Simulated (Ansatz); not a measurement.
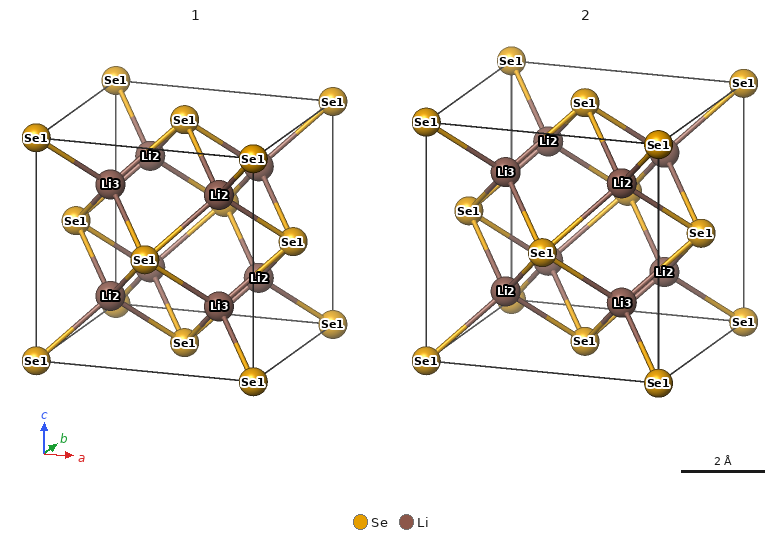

Two geometries of crystalline Li$_{2}$Se (a generated structure, set up in Fm-3m), drawn at one scale. One is the start of a relaxation, the other its converged end. The picture is a ball-and-stick view of the conventional cell (4 times the calculation's cell), seen slightly off an axis. Lengths and directions refer to the drawn axes.

The calculation used DFT, PBE, PAW with Ansatz's default frozen-core files, scalar-relativistic in Ansatz. (plane-wave cutoff 420 eV; k-point mesh 13 × 13 × 13; occupations fermi dirac; smearing width 0.05 eV; no spin polarisation; cell and atoms relaxed; force threshold 0.005 eV/Å; at most 80 steps)

### Which one is relaxed?

Structure 2 is the relaxed one. Case: cell and atoms relaxed from a first guess. The atoms keep their places relative to the cell (all moves are under 0.005 Å). The volume changes by +22.5 %, with a = b = c 5.612 → 6.006 Å (+7.0 %). Among the contacts that change: Se1–Li2 2.430 → 2.601 Å. The space group stays Fm-3m (No. 225). Over 4 accepted moves (5 points after the start) the energy falls by 0.268 eV per cell of the calculation. All forces vanish by symmetry, so only the cell relaxes. Pressure: 10.17 GPa at the start and 0.01 GPa at the end. At 1 point the geometry stayed and the basis and grid were re-selected for the new cell (energy shift of 0.2 meV per cell of the calculation at most each time). The run took roughly 19 core-seconds on a shared host.
